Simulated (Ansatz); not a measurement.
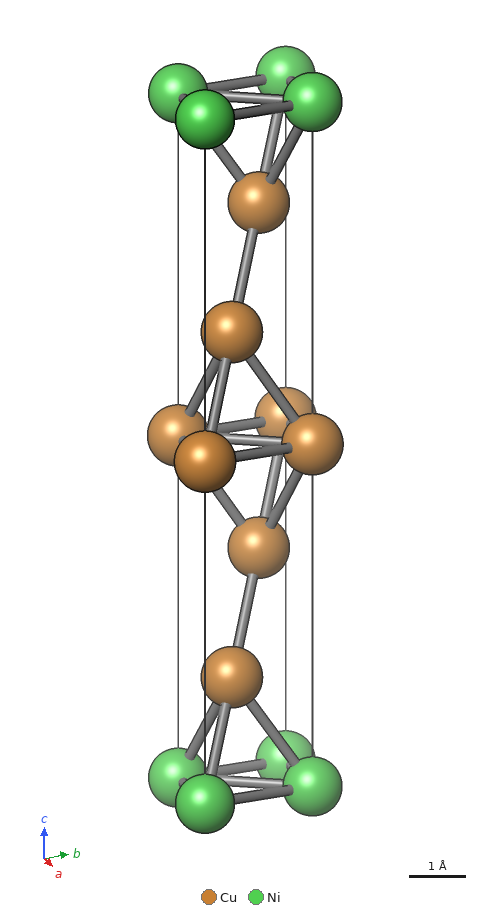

Ball-and-stick representation of a periodic structure, projected slightly off an axis. The wireframe shows the conventional unit cell. Cell: a = 2.55 Å, b = 2.55 Å, c = 12.50 Å, α = 90.00°, β = 90.00°, γ = 120.00°.

Starting structure: a structure type filled with these elements by a generator (whether the compound takes this form wasn't checked). Earlier steps of the study, as a rule a relaxation of our own, may have changed the cell and positions, so they can lie some per cent off the listed ones. It went into a calculation with Ansatz.

### Explain the picture.

The material is Cu₅Ni. The structure has P-3m1 (No. 164) symmetry and a primitive hexagonal lattice. Atoms per cell: 6 (5 Cu, 1 Ni). The neighbours of Ni are six Cu and six Ni in a cuboctahedral arrangement (about 2.5 Å to Cu, 2.5 Å to Ni). Cu takes three kinds of site: 2d with nine Cu and three Ni in a cuboctahedral arrangement (about 2.6 Å to Cu, 2.5 Å to Ni); 2d with twelve Cu in a cuboctahedral arrangement at about 2.5 Å; 1b with twelve Cu in a cuboctahedral arrangement at about 2.5 Å. The bonds build a three-dimensional framework.

Run with DFT r2SCAN, scalar-relativistic, plane waves, PAW (Ansatz 0.2.0) and these settings: a basis cut at 500 eV, k-grid 18×18×4, Gaussian smearing of 0.1 eV, no spin polarisation (a spin-restricted run, not always the ground state).

### What does the calculation say: metal or gapped?

A metal: bands cross the Fermi level.

### Predict the Bader charges.

Cu 0.00 to +0.03 e; Ni -0.06 e.

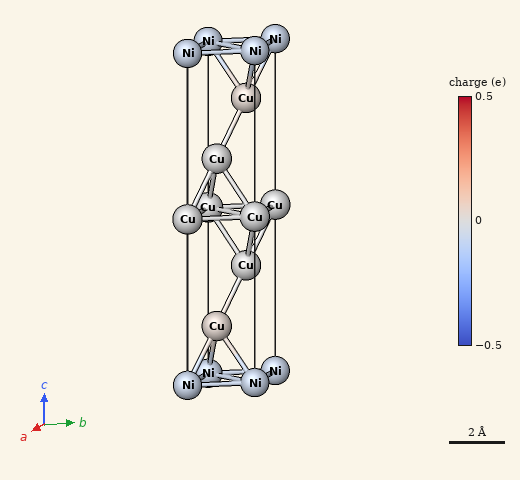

The atoms coloured by those charges. The run's cell of 6 atoms is drawn.

### Do the forces and the stress vanish for this geometry?

No. The largest force is 0.02 eV/Å. The pressure is -6.8 GPa, so the cell would contract.
